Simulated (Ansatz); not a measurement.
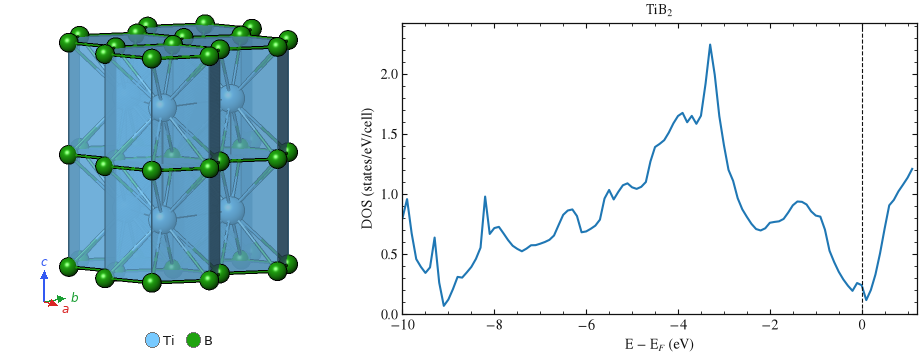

Density of states, beside the structure. Energies are counted from the Fermi level.

System: AlB2-type TiB₂, space group P6/mmm, 3 atoms in the cell; a = 3.029 Å, c = 3.228 Å (hexagonal axes).

Level of theory: PBEsol, Ti d U = 6 eV, all-electron LAPW, no spin polarisation, no spin-orbit coupling, 10×10×8 k mesh in the self-consistent step, Fermi-Dirac smearing of 0.05 eV; code Ansatz 0.2.0.

Q: Metal or insulator, and how many states lie at the Fermi level?

A: It is a metal. The density of states at the Fermi level is about 0.2 per eV and cell (mean within 0.25 eV), or 0.067 per atom.

The density of states comes from the program's own step for it, whose mesh and broadening can differ from those of the self-consistent step. U is the effective U less J, on atomic orbitals that reach past the spheres.
